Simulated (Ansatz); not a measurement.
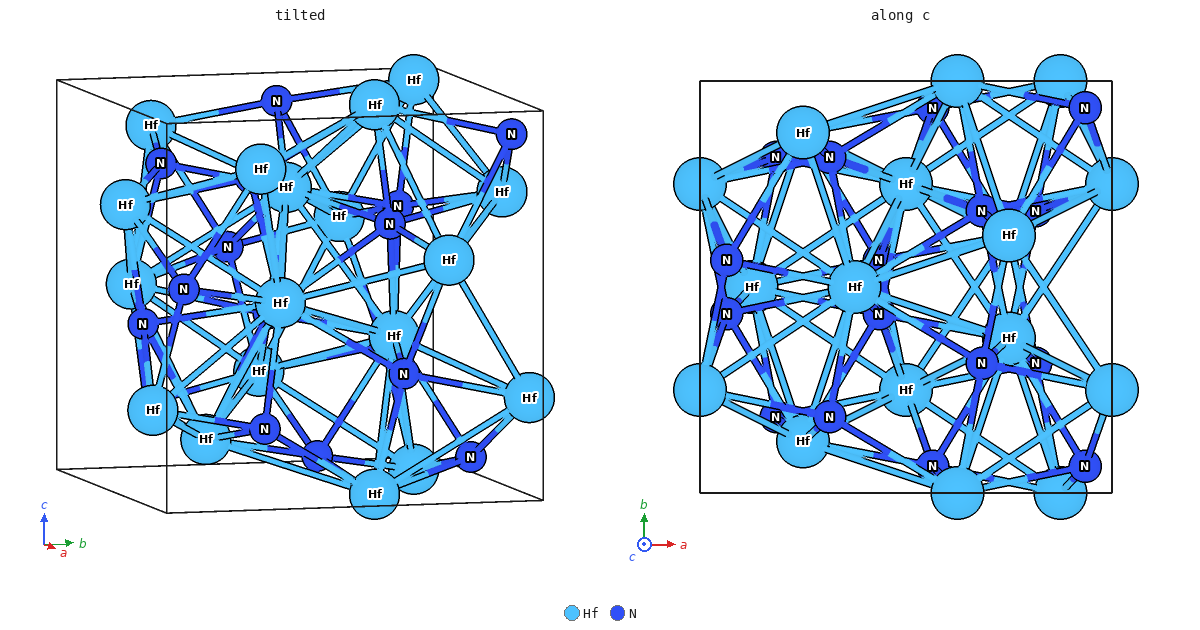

View slightly off an axis and along the c axis, drawn as a ball-and-stick model. The edges of the conventional unit cell are marked.

Hf3N4, space group I-43d (No. 220), a = 6.707 Å, b = 6.707 Å, c = 6.707 Å, α = 90.00°, β = 90.00°, γ = 90.00°. The model was built from a structure listed in the Materials Project. Earlier steps of the study, as a rule a relaxation of our own, may have changed the cell and positions, so they can lie some per cent off the listed ones. A calculation with Ansatz used it as input.

This one geometry was computed with Ansatz (DFT, plane waves, PAW) at five levels of theory: HSE06, PBE, PBE0, PBE with spin-orbit coupling and r2SCAN. It was relaxed beforehand with r2SCAN.

Q: Which level gives the highest pressure at this volume, and what does that say about its equilibrium volume?

A: Highest: PBE (4.4 GPa) and PBE with spin-orbit coupling (4.0 GPa), which points to the largest equilibrium volume. Lowest, with the smallest volume: HSE06 (-0.8 GPa) and PBE0 (-0.6 GPa). Levels within 0.5 GPa of each other can't be told apart.

Q: How does the band gap change with the level of theory?

A: PBE with spin-orbit coupling: a gap of 0.91 eV, direct; PBE: a gap of 1.01 eV, direct; r2SCAN: a gap of 1.36 eV, direct; HSE06: a gap of 1.95 eV, direct; PBE0: a gap of 2.64 eV, direct.

Q: Collect the results in a table.

A:
| level | cutoff (eV) | k-mesh of the run's cell | gap (eV) | pressure (GPa) |
| --- | --- | --- | --- | --- |
| HSE06 | 420 | 4×4×4 | 1.95 | -0.8 |
| PBE | 420 | 6×6×6 | 1.01 | 4.4 |
| PBE0 | 420 | 4×4×4 | 2.64 | -0.6 |
| PBE with spin-orbit coupling | 420 | 6×6×6 | 0.91 | 4.0 |
| r2SCAN | 500 | 6×6×6 | 1.36 | 0.0 |

Gaps are taken on the k-mesh or band path of each run.
